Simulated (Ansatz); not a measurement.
Start from this file.

```
Mg O
1.0
     2.67968    0.00000    0.00000
     0.00000    2.93802    0.00000
     0.00000    0.00000    5.08880
Mg O
2 2
Direct
  0.00000 0.00000 0.05895
  0.00000 0.50000 0.55895
  0.50000 0.00000 0.33333
  0.50000 0.50000 0.83333
```

Question: Work out the structure from the coordinates.

Answer: This is MgO. The symmetry is that of Amm2 (No. 38), on a base-centred orthorhombic lattice. It has 4 atoms to the cell (2 Mg, 2 O). The polyhedra are MgO6 trigonal prisms; they share corners, edges and faces. Each Mg has six O in a distorted trigonal prismatic arrangement at 1.94 to 2.30 Å. Each O has six Mg in a distorted trigonal prismatic arrangement at 1.94 to 2.30 Å. The bonds build a three-dimensional framework.

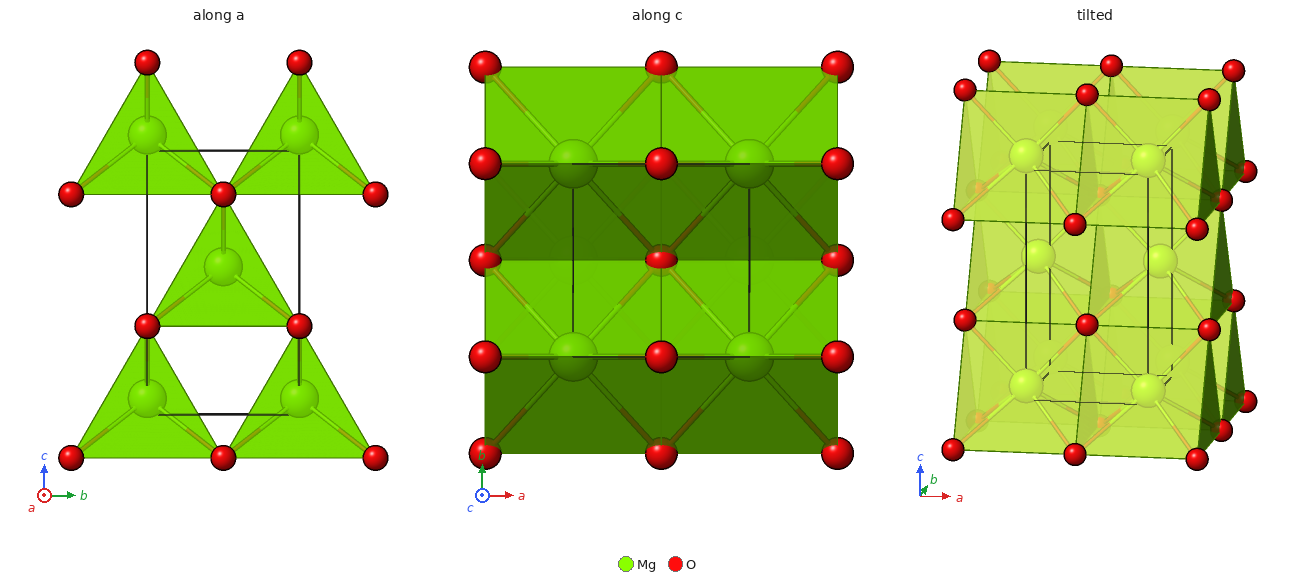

Drawn in the polyhedral manner and seen along the a axis, along the c axis and slightly off an axis. The edges of the conventional unit cell are marked. Some neighbours outside the box are added. Colours: magnesium green, oxygen red.

Provenance: a structure listed in the Materials Project. The cell was then strained or its atoms displaced on purpose. It was the input of a calculation with Ansatz.

At this level of theory the cell isn't at rest (compressed, at 7 GPa and forces up to 1.7 eV/Å), so its distances can differ from those at equilibrium, the more so the softer the solid.
